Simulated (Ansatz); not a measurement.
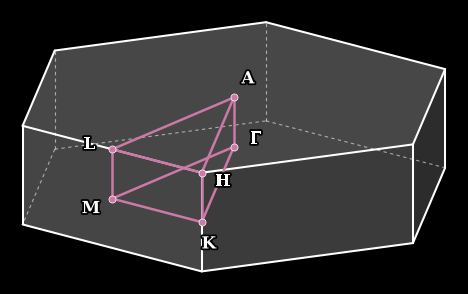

Crystal: GaN, the geometry relaxed with DFT, r2SCAN, plane waves, PAW in Ansatz; the starting structure was generated, so it need not be a known form of this composition. The figure shows the first Brillouin zone with its special points and a band path. All values are computed from the atomic coordinates in the standard setting (tolerance 0.002 Å).

Labels and path follow the convention of Hinuma et al. (2017), as computed by seekpath.

Q: Name the Bravais lattice of the crystal.

A: A primitive hexagonal lattice (hP; extended symbol hP2). The zone is a hexagonal prism in its combinatorial type: 8 faces (6 with 4 edges, 2 with 6 edges), 18 edges, 12 vertices.

Q: Write the standard path through the labelled points.

A: Γ–M–K–Γ–A–L–H–A | L–M | H–K
